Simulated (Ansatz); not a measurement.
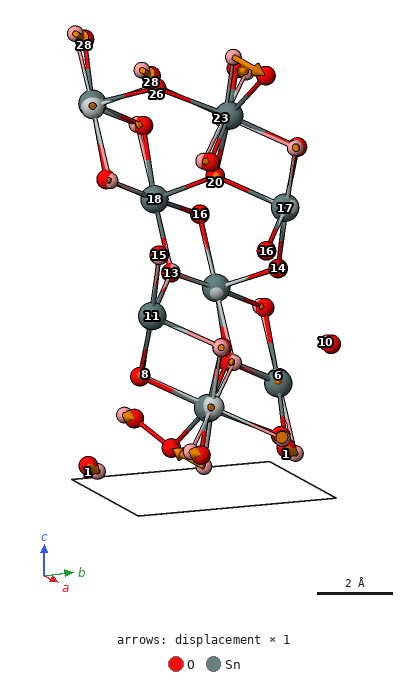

This is a relaxation of a slab of composition Sn₂O₅ (cut from the P4_2/mnm phase). The starting structure is drawn faded, the final one solid; orange arrows show the displacements, at their true length.

The picture is a ball-and-stick view of the cell of the calculation, outlined in the plane, without the vacuum (origin shifted), seen slightly off an axis.

Case: (1 0 1) slab, atoms relaxed. The slab is the (1 0 1) face of SnO2.

All numbers below come from DFT PBEsol, scalar-relativistic, plane waves, PAW in Ansatz 0.2.0. (plane-wave cutoff 420 eV; k-point mesh 6 × 5 × 1; occupations gaussian; smearing width 0.05 eV; no spin polarisation; dipole correction; atoms relaxed in a fixed cell; force threshold 0.02 eV/Å; at most 60 steps)

Which element moves most?

Answer. Oxygen: up to 1.10 Å, against 0.18 Å for tin.

Describe the change and its energy.

Answer. The largest moves relative to the layer's centre, 1.10 Å, are those of O atoms. By element the largest moves are O 1.10 Å, Sn 0.18 Å. The lattice vectors keep their values. Some distances before and after: O–O 2.925 → 1.434 Å, O–Sn 2.066 → 2.417 Å, O–Sn 2.070 → 2.169 Å, O–Sn 2.070 → 2.127 Å. Among the angles between lasting bonds that change: O–Sn–O 180.0° → 156.5°, O–Sn–O 78.3° → 99.4°, O–Sn–O 90.0° → 109.3°. The energy falls by 8.437 eV per cell of the calculation in 11 geometry steps. Largest force component: 1.3 eV/Å at the start, 0.012 eV/Å at the end.
